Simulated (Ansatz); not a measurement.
TiCo

The calculation's input:

```
crystal:
  lattice:
    - [2.8368054405, 0.0, 0.0]
    - [0.0, 2.8368054405, 0.0]
    - [0.0, 0.0, 2.8368054405]
  atoms:
    - { symbol: Ti, position: [0.0, 0.0, 0.0] }
    - { symbol: Co, position: [0.5, 0.5, 0.5], spin: 0.4 }
basis:
  ecutwfc: 420
kpoints:
  mp_grid: { grid: [16, 16, 16] }
hamiltonian:
  xc: pbesol
scf:
  occupations: { method: gaussian, width: 0.15 }
output:
  forces: true
  stress: true
  eigenvalues: true
  populations: true
  write_density: true
  write_potential: true
  elf: true
  volumetric_format: npy
magnetization:
  spin_polarized: true
```

Launched as:

```sh
ansatz run input.yaml --threads 1 --pin off --max-ram 2560MiB --backend cpu --events-out ev --progress --plain --runs-dir out
```

Below, planes, directions and counts refer to the conventional cell (a = 2.84 Å, b = 2.84 Å, c = 2.84 Å, α = 90.00°, β = 90.00°, γ = 90.00°).

Space group Pm-3m; a structure from a database of computed crystals, not necessarily the ambient phase; changed on purpose from its base cell (strain -0.050 along x and y, -0.050 along z, atoms carried along); computed pressure about 24 GPa in this cell; spin-polarised.

All numbers below come from DFT PBEsol, scalar-relativistic, plane waves, PAW (Ansatz 0.2.0).

Q: What will maps of the valence pseudo-density and electron localisation function show?

A: Ti–Co (2.46 Å): the density is about 0.35 e/Å³ at the midpoint; the ELF is about 0.20 at the midpoint (no shared electron pair shows on this line).

Q: Does the calculation make it a metal, or give it a gap?

A: It is gapless in this calculation (a metal or semimetal).

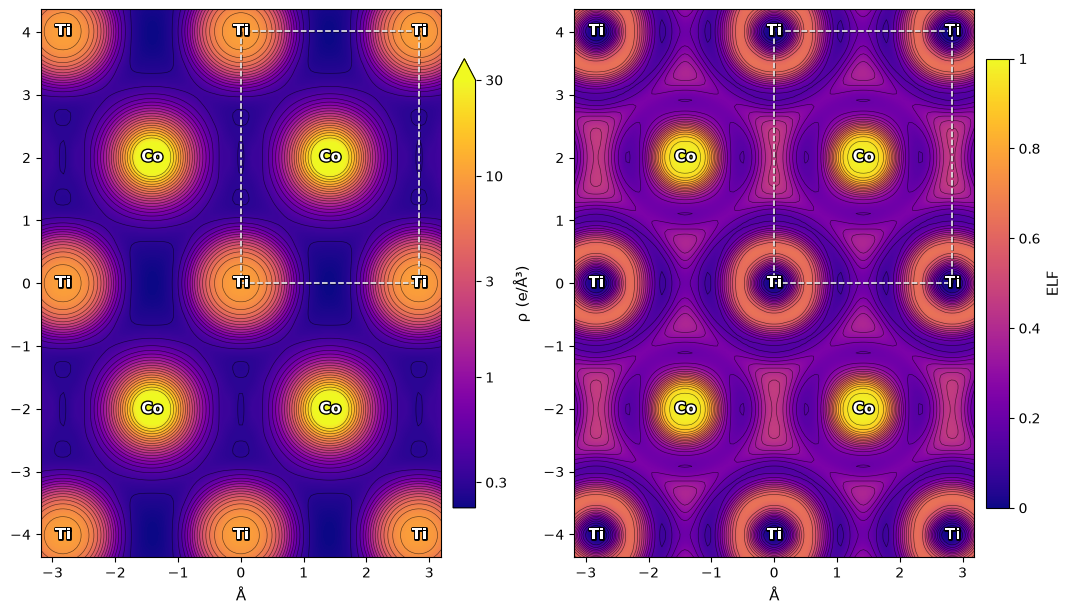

Computed valence pseudo-density and electron localisation function on the (011) plane of the conventional cell, in this order. 

In a PAW calculation such maps are meaningful between the atoms, not at the nuclei.
